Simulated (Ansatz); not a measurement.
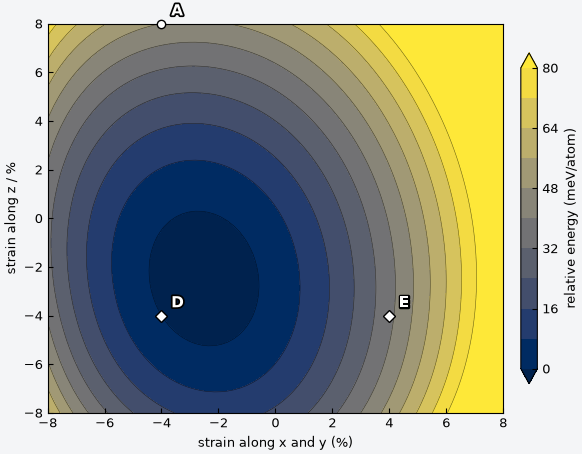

KF (Pm-3m, No. 221; 2 atoms in the cell). The cell is strained homogeneously, by one strain along x and y and another along z, with fractional coordinates fixed (x, y and z along the cube axes). Coordinates scanned: (1) strain along x and y; (2) strain along z. The grid has 5 × 5 points. Points are written as (first, second). All energies are given in meV/atom relative to the lowest grid point. The reference cell is the one listed in the database, not relaxed at this level. Computed with DFT PBEsol, scalar-relativistic, plane waves, PAW (Ansatz 0.2.0). Settings: cutoff 420 eV, k-mesh 8×8×8, gaussian smearing 0.05 eV, no spin polarisation.

In the figure: filled contours, one colour for all values above the top of the scale, lettered points. Between grid points the surface is interpolated.

**Rank the lettered points by energy, lowest first.**

D (0 meV/atom), E (38 meV/atom), A (48 meV/atom).

**What kind of point is each of D, E: minimum, saddle, maximum or slope?**

D: minimum; E: on a slope. (In these two coordinates alone; a stationary point may lie a little off the grid point.)
